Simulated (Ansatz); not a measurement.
## Ga$_{2}$As$_{2}$H: geometry relaxation (part 3 of 4)

The same run, continued: Ga$_{2}$As$_{2}$H (slab, 5 atoms in the cell); DFT PBE, scalar-relativistic, plane waves, PAW, PAW set soft_1, spin-polarised (Ansatz 0.2.0); cutoff 420 eV, 7×7×1 k-mesh, Gaussian smearing of 0.05 eV, collinear spins. The structure derives from an entry of the Crystallography Open Database. The input holds or restrains some coordinates. Forces given for the steps count only the free coordinates.

Geometry of the input (Å; fractional positions):
```
4.0630  0.0000  0.0000
0.0000  4.0630  0.0000
0.0000  0.0000  19.8905
As 0.0000  0.5000  0.2011
Ga 0.5000  0.5000  0.2733
As 0.5000  0.0000  0.3511
Ga 0.0000  0.0000  0.4218
H  0.5000  0.5000  0.4138
```

### Log, continued
```
SCF iter   1: F=—  HF=-17290.949734 eV  |F-HF|=—  |Δ(HF+E_count)|=         —  Δρ=5.16e-3 (↑4.11e-3 ↓5.16e-3)  dr2=9.62e-2  dr2_m=5.64e-2  M=0.156 μB ∫|m|=0.293 μB  β_m=0.65  ethr=2.00e-4  p=0.065 e·Å  D=3.60e-2 V/Å  ΔV_dip=-0.72 eV  dr2_dipole=1.08e-2  V_vac-E_F(+/−)=4.50/5.22 eV  ⟨swp⟩=1.7  Hψ=3574  notcnv=0  defer=57
efield: sawtooth ramp at fractional position 0.7915 (handed on by an earlier solve), width 0.0400; the density the first Hamiltonian is built on has a dipole p = 0.065 e·Å; the dipole correction subtracts the counter field D = 3.60e-2 V/Å, which shifts the + side's vacuum level by -0.72 eV against the − side's; the planar-averaged density in the ramp window peaks in size at 4.6e-6 e/Å³
preconditioner: auto → LDOS  [metal: Δε(μ)=0.039 eV  Ē_g=13.156 eV  σ=0.050 eV  W_gap=0.40  n_scr=48 (ndim 8)  ℏωp=12.5 eV  f_vac=0.622  D(μ)=3.84/eV (n_scr^D=8)]
spin=Collinear: LDOS preconditioning applied to the charge; magnetization (m = ρ↑ − ρ↓) channel mixes plain (no charge-response kernel on spin).
SCF iter   2: F=—  HF=-17291.084201 eV  |F-HF|=—  |Δ(HF+E_count)|=   1.34e-1  Δρ=2.64e-3 (↑1.69e-3 ↓2.64e-3)  dr2=2.94e-2  dr2_m=1.15e-2  M=0.152 μB ∫|m|=0.246 μB  β_m=0.44  ethr=1.69e-4  p=0.066 e·Å  D=3.65e-2 V/Å  ΔV_dip=-0.73 eV  dr2_dipole=1.66e-3  V_vac-E_F(+/−)=4.52/5.25 eV  ⟨swp⟩=2.8  Hψ=1473  notcnv=0  defer=57
density mixer auto → msr1: a metal under ldos (density of states about μ 0.93 of a free-electron gas's, 48 screened modes)
SCF iter   3: F=—  HF=-17291.118080 eV  |F-HF|=—  |Δ(HF+E_count)|=   3.39e-2  Δρ=6.41e-4 (↑4.60e-4 ↓6.41e-4)  dr2=5.83e-3  dr2_m=2.39e-4  M=0.149 μB ∫|m|=0.192 μB  β_m=0.72  ethr=5.16e-5  p=0.067 e·Å  D=3.67e-2 V/Å  ΔV_dip=-0.73 eV  dr2_dipole=3.84e-5  V_vac-E_F(+/−)=4.54/5.27 eV  ⟨swp⟩=2.4  Hψ=1485  notcnv=0  defer=57
SCF iter   4: F=—  HF=-17291.118519 eV  |F-HF|=—  |Δ(HF+E_count)|=   4.39e-4  Δρ=2.62e-4 (↑2.30e-4 ↓2.62e-4)  dr2=1.49e-3  dr2_m=8.35e-5  M=0.150 μB ∫|m|=0.176 μB  β_m=0.86  ethr=1.02e-5  p=0.066 e·Å  D=3.63e-2 V/Å  ΔV_dip=-0.72 eV  dr2_dipole=3.34e-4  V_vac-E_F(+/−)=4.55/5.27 eV  ⟨swp⟩=2.0  Hψ=1263  notcnv=0  defer=61
SCF iter   5: F=—  HF=-17291.118861 eV  |F-HF|=—  |Δ(HF+E_count)|=   3.42e-4  Δρ=1.11e-4 (↑6.53e-5 ↓1.11e-4)  dr2=4.56e-4  dr2_m=5.58e-6  M=0.149 μB ∫|m|=0.167 μB  β_m=0.93  ethr=2.61e-6  p=0.065 e·Å  D=3.58e-2 V/Å  ΔV_dip=-0.71 eV  dr2_dipole=1.46e-4  V_vac-E_F(+/−)=4.55/5.27 eV  ⟨swp⟩=2.0  Hψ=1249  notcnv=0  defer=62
SCF iter   6: F=—  HF=-17291.118959 eV  |F-HF|=—  |Δ(HF+E_count)|=   9.74e-5  Δρ=1.19e-4 (↑1.09e-4 ↓1.19e-4)  dr2=1.82e-4  dr2_m=9.81e-7  M=0.147 μB ∫|m|=0.161 μB  β_m=0.68  ethr=8.00e-7  p=0.064 e·Å  D=3.55e-2 V/Å  ΔV_dip=-0.71 eV  dr2_dipole=1.98e-5  V_vac-E_F(+/−)=4.56/5.26 eV  ⟨swp⟩=2.0  Hψ=1487  notcnv=0  defer=62
SCF iter   7: F=—  HF=-17291.118870 eV  |F-HF|=—  |Δ(HF+E_count)|=   8.86e-5  Δρ=4.09e-5 (↑3.00e-5 ↓4.09e-5)  dr2=4.76e-5  dr2_m=5.34e-7  M=0.146 μB ∫|m|=0.159 μB  β_m=0.78  ethr=3.18e-7  p=0.064 e·Å  D=3.54e-2 V/Å  ΔV_dip=-0.70 eV  dr2_dipole=7.63e-6  V_vac-E_F(+/−)=4.56/5.26 eV  ⟨swp⟩=2.0  Hψ=1479  notcnv=0  defer=62
iter 8 did not close the SCF: its close was put off for a magnetic moment that had not settled (scf_convergence_deferred on its scf_iter line)
SCF iter   8: F=-17291.118863 eV  HF=-17291.118868 eV  |F-HF|=5.35e-6  |Δ(HF+E_count)|=   1.99e-6  Δρ=1.49e-5 (↑8.79e-6 ↓1.49e-5)  dr2=5.64e-6  dr2_m=1.33e-7  M=0.145 μB ∫|m|=0.158 μB  β_m=0.80  ethr=1.29e-8  p=0.064 e·Å  D=3.53e-2 V/Å  ΔV_dip=-0.70 eV  dr2_dipole=1.22e-6  V_vac-E_F(+/−)=4.56/5.26 eV  ⟨swp⟩=15.4  Hψ=8980  notcnv=0
iter 9 did not close the SCF: its close was put off for a magnetic moment that had not settled (scf_convergence_deferred on its scf_iter line)
SCF iter   9: F=-17291.118868 eV  HF=-17291.118868 eV  |F-HF|=8.94e-8  |Δ(HF+E_count)|=   2.07e-7  Δρ=4.35e-6 (↑3.62e-6 ↓4.35e-6)  dr2=2.40e-7  dr2_m=1.58e-8  M=0.144 μB ∫|m|=0.157 μB  β_m=0.73  ethr=9.89e-9  p=0.064 e·Å  D=3.53e-2 V/Å  ΔV_dip=-0.70 eV  dr2_dipole=6.19e-10  V_vac-E_F(+/−)=4.56/5.26 eV  ⟨swp⟩=9.5  Hψ=8253  notcnv=0
iter 10 did not close the SCF: its close was put off for a magnetic moment that had not settled (scf_convergence_deferred on its scf_iter line)
SCF iter  10: F=-17291.118868 eV  HF=-17291.118868 eV  |F-HF|=3.51e-8  |Δ(HF+E_count)|=   9.78e-8  Δρ=2.09e-6 (↑2.09e-6 ↓1.66e-6)  dr2=2.39e-8  dr2_m=5.10e-9  M=0.144 μB ∫|m|=0.157 μB  β_m=0.74  ethr=4.22e-10  p=0.064 e·Å  D=3.53e-2 V/Å  ΔV_dip=-0.70 eV  dr2_dipole=2.49e-9  V_vac-E_F(+/−)=4.56/5.26 eV  ⟨swp⟩=7.7  Hψ=7544  notcnv=0
SCF iter  11: F=-17291.118868 eV  HF=-17291.118868 eV  |F-HF|=2.43e-9  |Δ(HF+E_count)|=   5.79e-8  Δρ=1.06e-6 (↑1.06e-6 ↓1.04e-6)  dr2=8.13e-9  dr2_m=1.85e-9  M=0.144 μB ∫|m|=0.157 μB  ethr=4.20e-11  p=0.064 e·Å  D=3.53e-2 V/Å  ΔV_dip=-0.70 eV  dr2_dipole=4.68e-10  V_vac-E_F(+/−)=4.56/5.26 eV  ⟨swp⟩=6.8  Hψ=6679  notcnv=0
SCF 2 converged in 11 iterations: F = -17291.118868 eV  dr2 = 8.13e-9
[... from here on the iterations of each SCF are left out, up to the last one ...]
relax step   2: F+E_penalty+E_count = -17291.11886831 eV  Δ(F+E_penalty+E_count) = -8.596e-2 eV  max|allowed force component| = 5.189e-1 eV/Å  Δτ_max = 0.1950 Å  (11 SCF iters, dr2 threshold 7.36e-6 eV, accepted)
[... from here on the SCF iterations and repeated set-up lines of each step are left out, up to the last step ...]
SCF 3 converged in 15 iterations: F = -17291.231157 eV  dr2 = 4.08e-8
relax step   3: F+E_penalty+E_count = -17291.23115667 eV  Δ(F+E_penalty+E_count) = -1.123e-1 eV  max|allowed force component| = 6.529e-1 eV/Å  Δτ_max = 0.1950 Å  (15 SCF iters, dr2 threshold 1.68e-5 eV, accepted)
SCF 4 converged in 9 iterations: F = -17291.362235 eV  dr2 = 5.03e-8
relax step   4: F+E_penalty+E_count = -17291.36223509 eV  Δ(F+E_penalty+E_count) = -1.311e-1 eV  max|allowed force component| = 6.321e-1 eV/Å  Δτ_max = 0.1950 Å  (9 SCF iters, dr2 threshold 1.00e-4 eV, accepted)
SCF 5 converged in 9 iterations: F = -17291.465264 eV  dr2 = 5.64e-8
relax step   5: F+E_penalty+E_count = -17291.46526350 eV  Δ(F+E_penalty+E_count) = -1.030e-1 eV  max|allowed force component| = 3.966e-1 eV/Å  Δτ_max = 0.1950 Å  (9 SCF iters, dr2 threshold 1.00e-4 eV, accepted)
SCF 6 converged in 9 iterations: F = -17291.501287 eV  dr2 = 1.09e-7
relax step   6: F+E_penalty+E_count = -17291.50128733 eV  Δ(F+E_penalty+E_count) = -3.602e-2 eV  max|allowed force component| = 8.788e-2 eV/Å  Δτ_max = 0.1950 Å  (9 SCF iters, dr2 threshold 6.19e-5 eV, accepted)
SCF iter   1: F=—  HF=-17291.498981 eV  |F-HF|=—  |Δ(HF+E_count)|=         —  Δρ=8.72e-4 (↑4.46e-4 ↓8.72e-4)  dr2=8.90e-4  dr2_m=1.24e-3  M=0.009 μB ∫|m|=0.018 μB  β_m=0.30  ethr=1.71e-5  p=0.072 e·Å  D=3.95e-2 V/Å  ΔV_dip=-0.79 eV  dr2_dipole=3.86e-5  V_vac-E_F(+/−)=4.49/5.27 eV  ⟨swp⟩=2.2  Hψ=2146  notcnv=0  defer=46
efield: sawtooth ramp at fractional position 0.7915 (handed on by an earlier solve), width 0.0400; the density the first Hamiltonian is built on has a dipole p = 0.072 e·Å; the dipole correction subtracts the counter field D = 3.95e-2 V/Å, which shifts the + side's vacuum level by -0.79 eV against the − side's; the planar-averaged density in the ramp window peaks in size at 3.2e-6 e/Å³
preconditioner: auto → Resta (q_TF=auto, 2.038 Å⁻¹)  ε∞=1.9  [insulator: Δε(μ)=0.118 eV  Ē_g=13.317 eV  σ=0.050 eV  W_gap=0.58  n_scr=48 (ndim 8)  ℏωp=12.5 eV  f_vac=0.625  D(μ)=2.33/eV (n_scr^D=6)  ε∞_Penn≈1.9  vacuum switching on, ρ_ref=1.3e-2 e/Å³]
spin=Collinear: Resta preconditioning applied to the charge; magnetization (m = ρ↑ − ρ↓) channel mixes plain (no charge-response kernel on spin).
SCF iter   2: F=—  HF=-17291.500439 eV  |F-HF|=—  |Δ(HF+E_count)|=   1.46e-3  Δρ=6.38e-4 (↑3.46e-4 ↓6.38e-4)  dr2=5.21e-4  dr2_m=6.94e-4  M=0.008 μB ∫|m|=0.015 μB  β_m=0.30  ethr=1.56e-6  p=0.070 e·Å  D=3.84e-2 V/Å  ΔV_dip=-0.76 eV  dr2_dipole=7.07e-5  V_vac-E_F(+/−)=4.50/5.26 eV  ⟨swp⟩=2.0  Hψ=1524  notcnv=0  defer=44  κ⁻¹=1.0e0(r=1)
density mixer auto → broyden: gapped, with many states about μ (density of states about μ 0.84 of a free-electron gas's, 48 screened modes)
SCF iter   3: F=—  HF=-17291.501291 eV  |F-HF|=—  |Δ(HF+E_count)|=   8.51e-4  Δρ=4.78e-4 (↑2.70e-4 ↓4.78e-4)  dr2=8.85e-4  dr2_m=3.94e-4  M=0.007 μB ∫|m|=0.012 μB  β_m=1.20  ethr=9.14e-7  p=0.072 e·Å  D=3.99e-2 V/Å  ΔV_dip=-0.79 eV  dr2_dipole=2.47e-4  V_vac-E_F(+/−)=4.48/5.28 eV  ⟨swp⟩=2.0  Hψ=1294  notcnv=0  defer=44  κ⁻¹=1.1e-1(r=2)
SCF iter   4: F=—  HF=-17291.502347 eV  |F-HF|=—  |Δ(HF+E_count)|=   1.06e-3  Δρ=4.21e-5 (↑3.64e-5 ↓4.21e-5)  dr2=2.70e-5  dr2_m=1.61e-6  M=0.004 μB ∫|m|=0.004 μB  β_m=0.73  ethr=9.14e-7  p=0.071 e·Å  D=3.89e-2 V/Å  ΔV_dip=-0.77 eV  dr2_dipole=5.27e-6  V_vac-E_F(+/−)=4.49/5.26 eV  ⟨swp⟩=2.2  Hψ=1448  notcnv=0  defer=44  κ⁻¹=2.4e-2(r=3)
SCF iter   5: F=—  HF=-17291.502393 eV  |F-HF|=—  |Δ(HF+E_count)|=   4.58e-5  Δρ=2.58e-5 (↑2.29e-5 ↓2.58e-5)  dr2=3.71e-6  dr2_m=6.94e-7  M=0.003 μB ∫|m|=0.003 μB  β_m=0.63  ethr=4.74e-8  p=0.071 e·Å  D=3.90e-2 V/Å  ΔV_dip=-0.78 eV  dr2_dipole=1.21e-9  V_vac-E_F(+/−)=4.49/5.26 eV  ⟨swp⟩=2.0  Hψ=1194  notcnv=0  defer=44  κ⁻¹=3.4e-4(r=4)
SCF iter   6: F=—  HF=-17291.502395 eV  |F-HF|=—  |Δ(HF+E_count)|=   1.96e-6  Δρ=9.15e-6 (↑9.15e-6 ↓5.81e-6)  dr2=1.98e-7  dr2_m=1.15e-7  M=0.001 μB ∫|m|=0.001 μB  β_m=0.43  ethr=6.51e-9  p=0.071 e·Å  D=3.90e-2 V/Å  ΔV_dip=-0.78 eV  dr2_dipole=1.44e-10  V_vac-E_F(+/−)=4.49/5.26 eV  ⟨swp⟩=2.2  Hψ=1467  notcnv=0  defer=44  κ⁻¹=1.3e-5(r=5)
iter 7 did not close the SCF: its close was put off for a magnetic moment that had not settled (scf_convergence_deferred on its scf_iter line)
SCF iter   7: F=-17291.502395 eV  HF=-17291.502395 eV  |F-HF|=6.04e-8  |Δ(HF+E_count)|=   5.12e-7  Δρ=2.15e-6 (↑2.15e-6 ↓1.53e-6)  dr2=2.40e-8  dr2_m=5.56e-9  M=0.000 μB ∫|m|=0.000 μB  β_m=0.77  ethr=1.75e-10  p=0.071 e·Å  D=3.90e-2 V/Å  ΔV_dip=-0.78 eV  dr2_dipole=1.09e-9  V_vac-E_F(+/−)=4.49/5.26 eV  ⟨swp⟩=15.3  Hψ=8059  notcnv=0  κ⁻¹=3.1e-6(r=6)
iter 8 did not close the SCF: its close was put off for a magnetic moment that had not settled (scf_convergence_deferred on its scf_iter line)
SCF iter   8: F=-17291.502395 eV  HF=-17291.502395 eV  |F-HF|=1.57e-8  |Δ(HF+E_count)|=   5.77e-8  Δρ=7.33e-7 (↑7.33e-7 ↓7.09e-7)  dr2=5.03e-9  dr2_m=3.76e-10  M=0.000 μB ∫|m|=0.000 μB  β_m=0.48  ethr=4.20e-11  p=0.071 e·Å  D=3.90e-2 V/Å  ΔV_dip=-0.78 eV  dr2_dipole=2.86e-12  V_vac-E_F(+/−)=4.49/5.26 eV  ⟨swp⟩=6.6  Hψ=6730  notcnv=0  κ⁻¹=7.6e-7(r=7)
iter 9 did not close the SCF: its close was put off for a magnetic moment that had not settled (scf_convergence_deferred on its scf_iter line)
SCF iter   9: F=-17291.502395 eV  HF=-17291.502395 eV  |F-HF|=2.90e-9  |Δ(HF+E_count)|=   1.40e-8  Δρ=3.42e-7 (↑3.42e-7 ↓3.17e-7)  dr2=8.65e-10  dr2_m=1.14e-10  M=-0.000 μB ∫|m|=0.000 μB  β_m=0.61  ethr=8.83e-12  p=0.071 e·Å  D=3.90e-2 V/Å  ΔV_dip=-0.78 eV  dr2_dipole=4.05e-12  V_vac-E_F(+/−)=4.49/5.26 eV  ⟨swp⟩=5.5  Hψ=6216  notcnv=0  κ⁻¹=3.9e-8(r=8)
SCF iter  10: F=-17291.502395 eV  HF=-17291.502395 eV  |F-HF|=1.56e-10  |Δ(HF+E_count)|=   2.97e-9  Δρ=1.12e-7 (↑1.12e-7 ↓1.00e-7)  dr2=6.34e-11  dr2_m=1.85e-11  M=-0.000 μB ∫|m|=0.000 μB  ethr=1.52e-12  p=0.071 e·Å  D=3.90e-2 V/Å  ΔV_dip=-0.78 eV  dr2_dipole=2.02e-12  V_vac-E_F(+/−)=4.49/5.26 eV  ⟨swp⟩=5.4  Hψ=6024  notcnv=0
the starting moments were not kept: the SCF closed with an absolute magnetisation of 1.1e-5 μB, where they sum to 1 μB in size (1 site). That is at most 0.1 of that sum. Measured as dr2_m measures the in/out step, that magnetisation stands 8.7e-12 eV from none, at or under the dr2_threshold of 1.0e-7 eV: it is no larger than a step whose dr2_m would equal this threshold.
SCF 7 converged in 10 iterations: F = -17291.502395 eV  dr2 = 6.34e-11
relax step   7: F+E_penalty+E_count = -17291.50239536 eV  Δ(F+E_penalty+E_count) = -1.108e-3 eV  max|allowed force component| = 7.051e-3 eV/Å  Δτ_max = 0.0281 Å  (10 SCF iters, accepted)
```

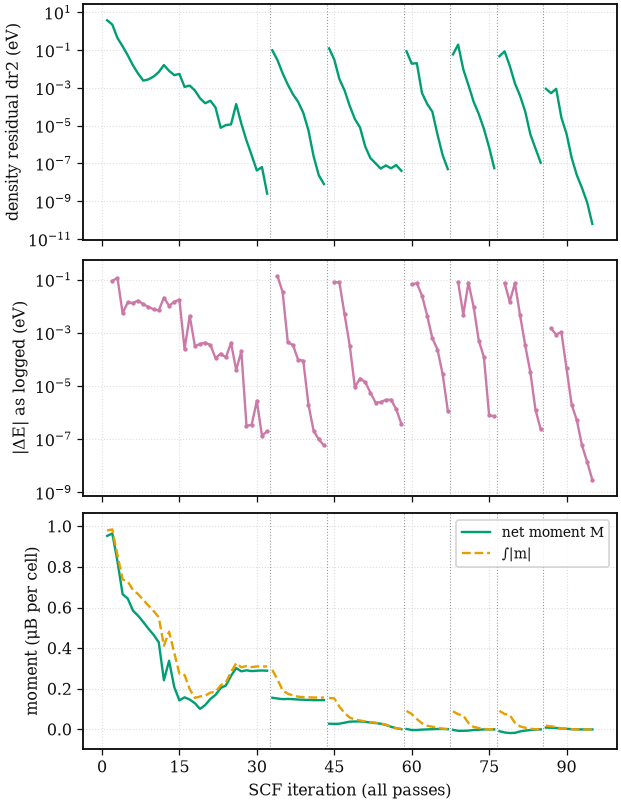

*Convergence of the self-consistent field: density residual dr2, size of the energy change and magnetic moment against the SCF iteration. The dotted lines part the SCF passes of the relaxation: geometry steps, rejected trials and re-solves on a re-selected basis.*

The 7 passes take 9 to 32 iterations each, 95 in all. The net moment goes from 1.0 to 0.0 μB per cell, and ∫|m| falls to zero.

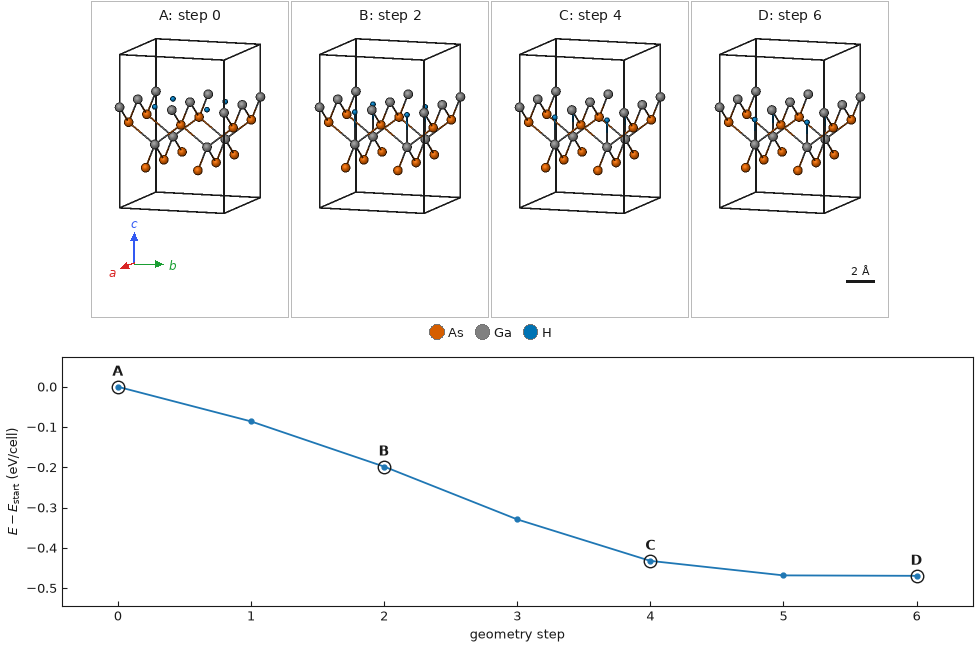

*Frames of the restrained relaxation (ball-and-stick view of the 2 × 2 repeat of the cell, with the vacuum cut short, seen slightly off an axis) above the curves, on which the letters mark them (the first geometry is step 0 here and step 1 in the log).*

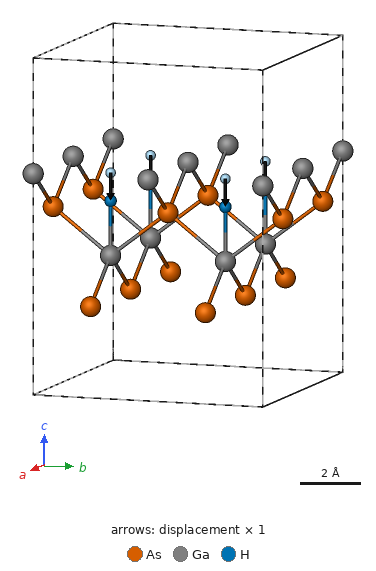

*Start (faint) and end (solid) with the displacements as black arrows, at true length (ball-and-stick view of the 2 × 2 repeat of the cell, with the vacuum cut short, seen slightly off an axis).*

H5 moves most: 0.95 Å. As and Ga stay in place. The cell stays as it was. Among the contacts that change: Ga2–H5 2.794 → 1.847 Å. After 6 geometry steps the energy has fallen by 0.469 eV per cell of the calculation. The largest force component goes from 0.34 to 0.0071 eV/Å. (Atoms are counted from 1 in the order of the input.)

```
WARN: The output density's exchange-correlation potential varies sharply where the density is thin. Do not read a vacuum level from v_tot or v_xc, or from such a field of the output density. On a cell that repeats whose density bears no net charge and no dipole along the vacuum's axis use v_es (v_loc + v_h of the components); under efield.dipole_correction with no amplitude use v_es + v_field, which holds any external_charges[].barrier, or the levels of the report's work_function block, which leave it out; under a non-zero efield.amplitude the vacuum is tilted and has no level; on a cell that repeats and bears such a dipole with no correction it is tilted too, and efield.dipole_correction with no amplitude gives each side of its ramp a level where efield: is served; in a cell that repeats whose density bears a net charge (total_charge, or a fill off its count) it is curved and has none; of a slab under crystal.periodic whose density bears no net charge use v_es, which has a level on each side, short of where the two are joined; of another it falls or rises all the way out and has none; of a slab beside external_charges read slab_vacuum_level instead, which it has where they leave it neutral. The grid or the basis barely resolves most such structure, and the values can differ between equally converged runs; as a rule a tighter scf.convergence.dr2_threshold does not remove it. Where the density itself ripples (under the LDA too) a higher basis.ecutwfc lessens it. The files hold the spikes' plane waves up to the density's cutoff. Files: v_tot_of_output_density and the like, and their columns of v_z.tsv (output.write_potential); v_xc_of_output_density and the like, and their columns of v_comp_z.tsv (output.write_potential_components). Measured: with its Gaussian average of σ = 0.25 Å subtracted twice, the exchange-correlation potential is over 0.1 eV at 25 of the grid points where the equally averaged density (valence and model cores) is under 1e-3 e/Å³, and 0.189 eV at the most among them, at an averaged density of 8.7e-4 e/Å³. The input density's (outcome.potential() and, of a run that writes arrays, v_tot and v_xc) is over 0.1 eV, so measured, at 53 points of its own thin density, 0.375 eV at the most. See output.write_potential in the manual, Limitations
SCF converged after 10 iterations
Stability not checked: this state was not tested for a lower state beside it, because the mixer in use, unlike msr1, does not test its closes by its own steps (another_mixer; see scf.mixing.algorithm and scf.lower_state_search)
Magnetization: -0.0000 μB (28.5000 up, 28.5000 down)
Absolute magnetization: 0.0000 μB (∫|ρ↑−ρ↓|, with the PAW one-centre terms)
Spin contamination: 0.0000 ħ² per cell (⟨S²⟩ above its minimum at these occupations)
```
